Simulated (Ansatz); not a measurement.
# Geometry relaxation, with input and output: HfS₂ (part 1 of 2)

- system: HfS₂ (3 atoms in the cell)
- method: DFT, PBE, dispersion d3bj, plane waves, PAW, no spin polarisation (Ansatz 0.2.0)

The structure derives from a Materials Project entry.

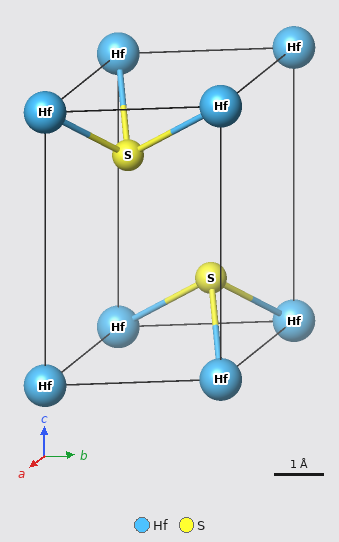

**Figure 1.** The structure as given in the input (ball-and-stick view of the cell of the calculation, seen at an oblique angle). An atom can appear more than once, as a periodic image. Near neighbours in the periodic cell (some may lie outside the picture): Hf has 6 S at 2.54 Å; S has 3 Hf at 2.54 Å.

Summary

```json
{"quantity": "outcome", "value": "converged"}
{"quantity": "space group (tolerance 0.01 Å)", "value": "P-3m1 (164)"}
{"quantity": "electrons treated", "value": "38"}
{"quantity": "free energy", "value": "−17531.1459 eV"}
{"quantity": "Fermi energy", "value": "10.013 eV"}
{"quantity": "gap on the k-point mesh", "value": "0.87 eV"}
{"quantity": "pressure", "value": "−0.01 GPa"}
{"quantity": "final volume", "value": "65.30 Å³"}
{"quantity": "largest force (length of the vector) at the end", "value": "0.001 eV/Å"}
{"quantity": "final cell", "value": "a = 3.612 Å, b = 3.612 Å, c = 5.780 Å, α = 90.00°, β = 90.00°, γ = 120.00°"}
{"quantity": "hardware", "value": "1 thread of Intel Xeon (Sapphire Rapids), 64 GiB of memory available, shared host"}
{"quantity": "wall time", "value": "10 s"}
{"quantity": "peak memory", "value": "0.4 GiB"}
```

Notes

These settings are looser than, or depart from, a standard set-up, so the numbers are not reference values for this system. So coarse a mesh can miss the band edges, so the true gap of this method can be much smaller, or zero. Spin–orbit coupling is left out, which matters for Hf.

Input
```yaml
crystal:
  lattice:
    - [3.63966418, 0.0, 0.0]
    - [-1.81983209, 3.1520416411, 0.0]
    - [0.0, 0.0, 6.05556247]
  atoms:
    - { symbol: Hf, position: [0.0, 0.0, 0.0] }
    - { symbol: S, position: [0.66666667, 0.33333333, 0.76395205] }
    - { symbol: S, position: [0.33333333, 0.66666667, 0.23604795] }
basis:
  ecutwfc: 420
kpoints:
  mp_grid: { grid: [6, 6, 2] }
hamiltonian:
  xc: pbe
  dispersion: d3bj
scf:
  occupations: { method: gaussian, width: 0.02 }
output:
  forces: true
  stress: true
  eigenvalues: true
relax:
  adjacent_minimum: "off"
  f_tol: 0.005
  max_steps: 80
  cell: { stress_tol: 0.05 }
```

Launched with:
```bash
ansatz run input.yaml --threads 1 --pin off --max-ram 2560MiB --backend cpu --events-out ev --progress --plain --runs-dir out
```

Output
```
Engine: ansatz 0.2.0, x86_64-unknown-linux-gnu
Pseudopotentials: kind: paw
Pseudopotential: Hf, paw, valence charge 26, recommended cutoff 420 eV (normal), Hf.paw.azcp
Pseudopotential: S, paw, valence charge 6, recommended cutoff 420 eV (normal), S.paw.azcp
Functional definition: PBE
  parameter kappa = 0.804
  parameter beta = 0.06672455060314922
  exchange = pbe_x(kappa = kappa, mu = beta*pi^2/3)
  correlation = pbe_c(beta = beta)
Crystal: 3 atoms, lattice volume = 69.472 Å³
Basis set: ecut = 420 eV, 1317 PW (Γ), exchange–correlation on 50×50×90 points (8 copies of the dense FFT grid, shifted against one another)
Bands: 23, of which v1, the nominal top of the filled ones, is band 19 counted from 1 (18 counted from 0)
Symmetry: 12 space group operations
Space group: P-3m1 (ITA 164), of the structure as read, at distance tolerance 4.1e-5 Å
k-points: 14 of 72
Non-local potential: Hf, projectors of the file, l = 0: 3, l = 1: 2, l = 2: 2, l = 3: 3
Non-local potential: S, projectors of the file, l = 0: 2, l = 1: 2, l = 2: 2
PAW form: soft (Blöchl's): semilocal exchange-correlation on the pseudo side does not see the compensation charge
PAW one-centre angular grid: Hf, 590 points (default); XC on 64 Gauss nodes
PAW one-centre angular grid: S, 110 points (default); XC on 64 Gauss nodes
Initial density: superposition of atomic densities (neutral atoms: chi_scale 0, normalization atom), corrected by the library's trained network
Initial wavefunctions: pseudopotential atomic-orbital guess
Functional: x = pbe(κ = 0.804, μ = 0.2195149727645171), c = pbe(β = 0.06672455060314922)
SCF iter   1: F=—  HF=-17531.121677 eV  |F-HF|=—  |Δ(HF+E_count)|=         —  Δρ=1.38e-3  dr2=6.49e-4  ethr=1.77e-3  ⟨swp⟩=6.0  Hψ=1379  notcnv=0
preconditioner: auto → Resta (q_TF=auto, 2.467 Å⁻¹)  ε∞=5.3  [insulator: Δε(μ)=1.210 eV  Ē_g=11.735 eV  σ=0.020 eV  W_gap=1.00  n_scr=22 (ndim 8)  ℏωp=24.4 eV  f_vac=0.109  D(μ)=0.00/eV (n_scr^D=0)  ε∞_Penn≈5.3]
SCF iter   2: F=—  HF=-17531.121207 eV  |F-HF|=—  |Δ(HF+E_count)|=   4.70e-4  Δρ=8.25e-4  dr2=2.69e-4  ethr=1.71e-6  ⟨swp⟩=2.6  Hψ=733  notcnv=0
SCF iter   3: F=—  HF=-17531.121565 eV  |F-HF|=—  |Δ(HF+E_count)|=   3.58e-4  Δρ=1.98e-4  dr2=7.90e-5  ethr=7.07e-7  ⟨swp⟩=2.0  Hψ=493  notcnv=0
SCF iter   4: F=—  HF=-17531.121541 eV  |F-HF|=—  |Δ(HF+E_count)|=   2.39e-5  Δρ=9.13e-5  dr2=1.36e-5  ethr=2.08e-7  ⟨swp⟩=2.0  Hψ=373  notcnv=0
SCF iter   5: F=—  HF=-17531.121547 eV  |F-HF|=—  |Δ(HF+E_count)|=   6.20e-6  Δρ=3.65e-5  dr2=1.82e-6  ethr=3.59e-8  ⟨swp⟩=2.1  Hψ=430  notcnv=0
SCF iter   6: F=—  HF=-17531.121547 eV  |F-HF|=—  |Δ(HF+E_count)|=   3.22e-7  Δρ=1.55e-5  dr2=1.61e-7  ethr=4.78e-9  ⟨swp⟩=2.0  Hψ=582  notcnv=0
SCF iter   7: F=-17531.121547 eV  HF=-17531.121547 eV  |F-HF|=3.62e-8  |Δ(HF+E_count)|=   1.19e-9  Δρ=6.88e-6  dr2=5.00e-8  ethr=2.63e-10  ⟨swp⟩=5.4  Hψ=1307  notcnv=0
SCF 1 converged in 7 iterations: F = -17531.121547 eV  dr2 = 5.00e-8
  greatest PAW one-centre occupation: 0.999 electrons in one spin orbital (limit 2), on the Hf atom at site 0 (counted from 0), in its partial waves of l = 0
relax step   1: F+E_penalty+E_count = -17531.12154734 eV  Δ(F+E_penalty+E_count) = +0.000e0 eV  max|allowed force component| = 2.157e-1 eV/Å  Δτ_max = 0.0000 Å  P = -0.412 GPa  Ω = 69.472 Å³  (7 SCF iters, dr2 threshold 1.00e-7 eV, accepted)
Crystal: 3 atoms, lattice volume = 64.168 Å³
Basis set: ecut = 420 eV, 1249 PW (Γ), exchange–correlation on 50×50×90 points (8 copies of the dense FFT grid, shifted against one another)
Initial density: handed on by an earlier stage of this run
Initial wavefunctions: those handed on with the density
iter 1 solved again at ethr=4.36e-4 eV; its pass at ethr=3.10e-3 eV (dr2=1.66e-1 eV) is discarded
SCF iter   1: F=—  HF=-17531.152046 eV  |F-HF|=—  |Δ(HF+E_count)|=         —  Δρ=8.55e-3  dr2=1.66e-1  ethr=4.36e-4  ⟨swp⟩=1.0  Hψ=1808  notcnv=0
preconditioner: auto → Resta (q_TF=auto, 2.500 Å⁻¹)  ε∞=5.7  [insulator: Δε(μ)=0.590 eV  Ē_g=11.764 eV  σ=0.020 eV  W_gap=1.00  n_scr=22 (ndim 8)  ℏωp=25.4 eV  f_vac=0.029  D(μ)=0.00/eV (n_scr^D=0)  ε∞_Penn≈5.7]
SCF iter   2: F=—  HF=-17531.120401 eV  |F-HF|=—  |Δ(HF+E_count)|=   3.16e-2  Δρ=3.88e-3  dr2=2.05e-2  ethr=4.36e-4  ⟨swp⟩=2.1  Hψ=451  notcnv=0
SCF iter   3: F=—  HF=-17531.115799 eV  |F-HF|=—  |Δ(HF+E_count)|=   4.60e-3  Δρ=1.52e-3  dr2=3.30e-3  ethr=5.40e-5  ⟨swp⟩=2.1  Hψ=571  notcnv=0
SCF iter   4: F=—  HF=-17531.115302 eV  |F-HF|=—  |Δ(HF+E_count)|=   4.97e-4  Δρ=8.46e-4  dr2=6.13e-4  ethr=8.68e-6  ⟨swp⟩=2.0  Hψ=585  notcnv=0
SCF iter   5: F=—  HF=-17531.115198 eV  |F-HF|=—  |Δ(HF+E_count)|=   1.03e-4  Δρ=3.71e-4  dr2=9.71e-5  ethr=1.61e-6  ⟨swp⟩=2.0  Hψ=532  notcnv=0
SCF iter   6: F=—  HF=-17531.115300 eV  |F-HF|=—  |Δ(HF+E_count)|=   1.02e-4  Δρ=8.50e-5  dr2=4.26e-6  ethr=2.56e-7  ⟨swp⟩=2.0  Hψ=478  notcnv=0
SCF iter   7: F=—  HF=-17531.115307 eV  |F-HF|=—  |Δ(HF+E_count)|=   6.83e-6  Δρ=1.46e-5  dr2=1.93e-7  ethr=7.89e-10  ⟨swp⟩=3.9  Hψ=1494  notcnv=0
SCF iter   8: F=-17531.115308 eV  HF=-17531.115308 eV  |F-HF|=2.90e-8  |Δ(HF+E_count)|=   4.50e-7  Δρ=4.74e-6  dr2=2.06e-8  ethr=5.07e-10  ⟨swp⟩=4.9  Hψ=1350  notcnv=0
SCF 2 converged in 8 iterations: F = -17531.115308 eV  dr2 = 2.06e-8
relax step   2: F+E_penalty+E_count = -17531.11530760 eV  Δ(F+E_penalty+E_count) = +6.240e-3 eV  max|allowed force component| = 4.541e-1 eV/Å  Δτ_max = 0.1360 Å  P = -0.485 GPa  Ω = 64.168 Å³  energy of the carried Pulay correction = +7.639e-4 eV  (8 SCF iters, dr2 threshold 3.00e-7 eV, rejected (line search))
Crystal: 3 atoms, lattice volume = 67.513 Å³
Basis set: ecut = 420 eV, 1303 PW (Γ), exchange–correlation on 50×50×90 points (8 copies of the dense FFT grid, shifted against one another)
iter 1 solved again at ethr=1.79e-4 eV; its pass at ethr=3.10e-3 eV (dr2=6.79e-2 eV) is discarded
SCF iter   1: F=—  HF=-17531.154609 eV  |F-HF|=—  |Δ(HF+E_count)|=         —  Δρ=5.38e-3  dr2=6.84e-2  ethr=1.79e-4  ⟨swp⟩=1.0  Hψ=1825  notcnv=0
preconditioner: auto → Resta (q_TF=auto, 2.479 Å⁻¹)  ε∞=5.5  [insulator: Δε(μ)=1.110 eV  Ē_g=11.732 eV  σ=0.020 eV  W_gap=1.00  n_scr=22 (ndim 8)  ℏωp=24.8 eV  f_vac=0.092  D(μ)=0.00/eV (n_scr^D=0)  ε∞_Penn≈5.5]
SCF iter   2: F=—  HF=-17531.141143 eV  |F-HF|=—  |Δ(HF+E_count)|=   1.35e-2  Δρ=2.56e-3  dr2=1.04e-2  ethr=1.79e-4  ⟨swp⟩=2.0  Hψ=453  notcnv=0
SCF iter   3: F=—  HF=-17531.138901 eV  |F-HF|=—  |Δ(HF+E_count)|=   2.24e-3  Δρ=9.69e-4  dr2=1.61e-3  ethr=2.72e-5  ⟨swp⟩=2.0  Hψ=569  notcnv=0
SCF iter   4: F=—  HF=-17531.138696 eV  |F-HF|=—  |Δ(HF+E_count)|=   2.05e-4  Δρ=5.79e-4  dr2=3.31e-4  ethr=4.23e-6  ⟨swp⟩=2.0  Hψ=568  notcnv=0
SCF iter   5: F=—  HF=-17531.138667 eV  |F-HF|=—  |Δ(HF+E_count)|=   2.87e-5  Δρ=2.53e-4  dr2=4.87e-5  ethr=8.72e-7  ⟨swp⟩=2.0  Hψ=529  notcnv=0
SCF iter   6: F=—  HF=-17531.138754 eV  |F-HF|=—  |Δ(HF+E_count)|=   8.74e-5  Δρ=6.26e-5  dr2=2.35e-6  ethr=1.28e-7  ⟨swp⟩=2.0  Hψ=517  notcnv=0
SCF iter   7: F=—  HF=-17531.138761 eV  |F-HF|=—  |Δ(HF+E_count)|=   6.51e-6  Δρ=9.66e-6  dr2=8.87e-8  ethr=6.19e-9  ⟨swp⟩=2.0  Hψ=530  notcnv=0
SCF iter   8: F=—  HF=-17531.138761 eV  |F-HF|=—  |Δ(HF+E_count)|=   2.28e-7  Δρ=3.35e-6  dr2=1.18e-8  ethr=2.34e-10  ⟨swp⟩=2.0  Hψ=574  notcnv=0
SCF iter   9: F=—  HF=-17531.138761 eV  |F-HF|=—  |Δ(HF+E_count)|=   3.38e-8  Δρ=1.19e-6  dr2=1.07e-9  ethr=3.10e-11  ⟨swp⟩=2.0  Hψ=586  notcnv=0
SCF iter  10: F=—  HF=-17531.138761 eV  |F-HF|=—  |Δ(HF+E_count)|=   1.94e-9  Δρ=2.81e-7  dr2=6.51e-11  ethr=2.81e-12  ⟨swp⟩=2.1  Hψ=551  notcnv=0
SCF iter  11: F=-17531.138761 eV  HF=-17531.138761 eV  |F-HF|=0.00e0  |Δ(HF+E_count)|=  8.00e-11  Δρ=4.95e-8  dr2=1.69e-12  ethr=1.00e-12  ⟨swp⟩=6.1  Hψ=1638  notcnv=0
SCF 3 converged in 11 iterations: F = -17531.138761 eV  dr2 = 1.69e-12
relax step   3: F+E_penalty+E_count = -17531.13876114 eV  Δ(F+E_penalty+E_count) = -1.721e-2 eV  max|allowed force component| = 3.595e-2 eV/Å  Δτ_max = 0.0469 Å  P = -0.457 GPa  Ω = 67.513 Å³  energy of the carried Pulay correction = +2.752e-4 eV  (11 SCF iters, accepted)
Crystal: 3 atoms, lattice volume = 65.443 Å³
Basis set: ecut = 420 eV, 1267 PW (Γ), exchange–correlation on 50×50×90 points (8 copies of the dense FFT grid, shifted against one another)
iter 1 solved again at ethr=3.78e-5 eV; its pass at ethr=3.10e-3 eV (dr2=1.44e-2 eV) is discarded
SCF iter   1: F=—  HF=-17531.149445 eV  |F-HF|=—  |Δ(HF+E_count)|=         —  Δρ=2.83e-3  dr2=1.49e-2  ethr=3.78e-5  ⟨swp⟩=1.9  Hψ=1875  notcnv=0
preconditioner: auto → Resta (q_TF=auto, 2.492 Å⁻¹)  ε∞=5.6  [insulator: Δε(μ)=0.849 eV  Ē_g=11.761 eV  σ=0.020 eV  W_gap=1.00  n_scr=22 (ndim 8)  ℏωp=25.1 eV  f_vac=0.044  D(μ)=0.00/eV (n_scr^D=0)  ε∞_Penn≈5.6]
SCF iter   2: F=—  HF=-17531.146562 eV  |F-HF|=—  |Δ(HF+E_count)|=   2.88e-3  Δρ=1.39e-3  dr2=2.47e-3  ethr=3.78e-5  ⟨swp⟩=2.0  Hψ=450  notcnv=0
SCF iter   3: F=—  HF=-17531.146037 eV  |F-HF|=—  |Δ(HF+E_count)|=   5.25e-4  Δρ=4.33e-4  dr2=2.59e-4  ethr=6.51e-6  ⟨swp⟩=2.0  Hψ=405  notcnv=0
SCF iter   4: F=—  HF=-17531.146062 eV  |F-HF|=—  |Δ(HF+E_count)|=   2.45e-5  Δρ=1.62e-4  dr2=2.31e-5  ethr=6.82e-7  ⟨swp⟩=2.9  Hψ=555  notcnv=0
SCF iter   5: F=—  HF=-17531.146079 eV  |F-HF|=—  |Δ(HF+E_count)|=   1.75e-5  Δρ=8.73e-5  dr2=5.97e-6  ethr=6.07e-8  ⟨swp⟩=2.0  Hψ=588  notcnv=0
SCF iter   6: F=—  HF=-17531.146076 eV  |F-HF|=—  |Δ(HF+E_count)|=   3.26e-6  Δρ=3.32e-5  dr2=6.19e-7  ethr=1.57e-8  ⟨swp⟩=2.0  Hψ=588  notcnv=0
SCF iter   7: F=-17531.146077 eV  HF=-17531.146077 eV  |F-HF|=1.19e-9  |Δ(HF+E_count)|=   1.42e-6  Δρ=5.26e-6  dr2=2.04e-8  ethr=7.89e-10  ⟨swp⟩=6.0  Hψ=1642  notcnv=0
SCF 4 converged in 7 iterations: F = -17531.146077 eV  dr2 = 2.04e-8
relax step   4: F+E_penalty+E_count = -17531.14607740 eV  Δ(F+E_penalty+E_count) = -7.316e-3 eV  max|allowed force component| = 2.571e-2 eV/Å  Δτ_max = 0.0436 Å  P = -0.051 GPa  Ω = 65.443 Å³  energy of the carried Pulay correction = +5.747e-4 eV  (7 SCF iters, dr2 threshold 3.00e-7 eV, accepted)
Crystal: 3 atoms, lattice volume = 65.372 Å³
Basis set: ecut = 420 eV, 1255 PW (Γ), exchange–correlation on 50×50×90 points (8 copies of the dense FFT grid, shifted against one another)
iter 1 solved again at ethr=3.02e-7 eV; its pass at ethr=3.10e-3 eV (dr2=1.15e-4 eV) is discarded
SCF iter   1: F=—  HF=-17531.146442 eV  |F-HF|=—  |Δ(HF+E_count)|=         —  Δρ=3.52e-4  dr2=8.28e-5  ethr=3.02e-7  ⟨swp⟩=3.1  Hψ=2031  notcnv=0
preconditioner: auto → Resta (q_TF=auto, 2.492 Å⁻¹)  ε∞=5.6  [insulator: Δε(μ)=0.877 eV  Ē_g=11.755 eV  σ=0.020 eV  W_gap=1.00  n_scr=22 (ndim 8)  ℏωp=25.2 eV  f_vac=0.049  D(μ)=0.00/eV (n_scr^D=0)  ε∞_Penn≈5.6]
SCF iter   2: F=—  HF=-17531.146452 eV  |F-HF|=—  |Δ(HF+E_count)|=   9.22e-6  Δρ=1.81e-4  dr2=1.14e-5  ethr=2.18e-7  ⟨swp⟩=2.0  Hψ=387  notcnv=0
SCF iter   3: F=—  HF=-17531.146457 eV  |F-HF|=—  |Δ(HF+E_count)|=   5.77e-6  Δρ=6.55e-5  dr2=1.80e-6  ethr=3.00e-8  ⟨swp⟩=2.2  Hψ=543  notcnv=0
SCF iter   4: F=—  HF=-17531.146458 eV  |F-HF|=—  |Δ(HF+E_count)|=   8.88e-7  Δρ=2.66e-5  dr2=4.31e-7  ethr=7.89e-10  ⟨swp⟩=6.6  Hψ=1736  notcnv=0
SCF iter   5: F=-17531.146458 eV  HF=-17531.146458 eV  |F-HF|=1.66e-8  |Δ(HF+E_count)|=   1.63e-7  Δρ=7.37e-6  dr2=4.51e-8  ethr=7.89e-10  ⟨swp⟩=6.0  Hψ=1555  notcnv=0
SCF 5 converged in 5 iterations: F = -17531.146458 eV  dr2 = 4.51e-8
relax step   5: F+E_penalty+E_count = -17531.14645842 eV  Δ(F+E_penalty+E_count) = -3.810e-4 eV  max|allowed force component| = 2.033e-3 eV/Å  Δτ_max = 0.0014 Å  P = -0.072 GPa  Ω = 65.372 Å³  energy of the carried Pulay correction = +5.852e-4 eV  (5 SCF iters, dr2 threshold 3.00e-7 eV, accepted)
Crystal: 3 atoms, lattice volume = 65.223 Å³
iter 1 solved again at ethr=4.34e-7 eV; its pass at ethr=3.10e-3 eV (dr2=1.65e-4 eV) is discarded
SCF iter   1: F=—  HF=-17531.146475 eV  |F-HF|=—  |Δ(HF+E_count)|=         —  Δρ=2.30e-4  dr2=1.56e-4  ethr=4.34e-7  ⟨swp⟩=2.0  Hψ=1669  notcnv=0
preconditioner: auto → Resta (q_TF=auto, 2.493 Å⁻¹)  ε∞=5.6  [insulator: Δε(μ)=0.866 eV  Ē_g=11.759 eV  σ=0.020 eV  W_gap=1.00  n_scr=22 (ndim 8)  ℏωp=25.2 eV  f_vac=0.048  D(μ)=0.00/eV (n_scr^D=0)  ε∞_Penn≈5.6]
SCF iter   2: F=—  HF=-17531.146449 eV  |F-HF|=—  |Δ(HF+E_count)|=   2.59e-5  Δρ=8.42e-5  dr2=1.75e-5  ethr=4.12e-7  ⟨swp⟩=2.0  Hψ=396  notcnv=0
SCF iter   3: F=—  HF=-17531.146458 eV  |F-HF|=—  |Δ(HF+E_count)|=   8.63e-6  Δρ=3.40e-5  dr2=2.11e-6  ethr=4.60e-8  ⟨swp⟩=2.0  Hψ=525  notcnv=0
SCF iter   4: F=—  HF=-17531.146456 eV  |F-HF|=—  |Δ(HF+E_count)|=   1.35e-6  Δρ=2.36e-5  dr2=5.66e-7  ethr=5.55e-9  ⟨swp⟩=2.0  Hψ=573  notcnv=0
SCF iter   5: F=—  HF=-17531.146456 eV  |F-HF|=—  |Δ(HF+E_count)|=   5.52e-8  Δρ=7.50e-6  dr2=5.52e-8  ethr=1.49e-9  ⟨swp⟩=2.0  Hψ=532  notcnv=0
SCF iter   6: F=-17531.146456 eV  HF=-17531.146456 eV  |F-HF|=6.59e-9  |Δ(HF+E_count)|=   6.07e-8  Δρ=1.93e-6  dr2=2.75e-9  ethr=4.60e-11  ⟨swp⟩=5.1  Hψ=1373  notcnv=0
SCF 6 converged in 6 iterations: F = -17531.146456 eV  dr2 = 2.75e-9
relax step   6: F+E_penalty+E_count = -17531.14645635 eV  Δ(F+E_penalty+E_count) = +2.066e-6 eV  max|allowed force component| = 2.005e-2 eV/Å  Δτ_max = 0.0004 Å  P = +0.139 GPa  Ω = 65.223 Å³  energy of the carried Pulay correction = +6.071e-4 eV  (6 SCF iters, dr2 threshold 1.75e-8 eV, rejected (line search))
Crystal: 3 atoms, lattice volume = 65.300 Å³
iter 1 solved again at ethr=1.34e-7 eV; its pass at ethr=3.10e-3 eV (dr2=5.10e-5 eV) is discarded
```
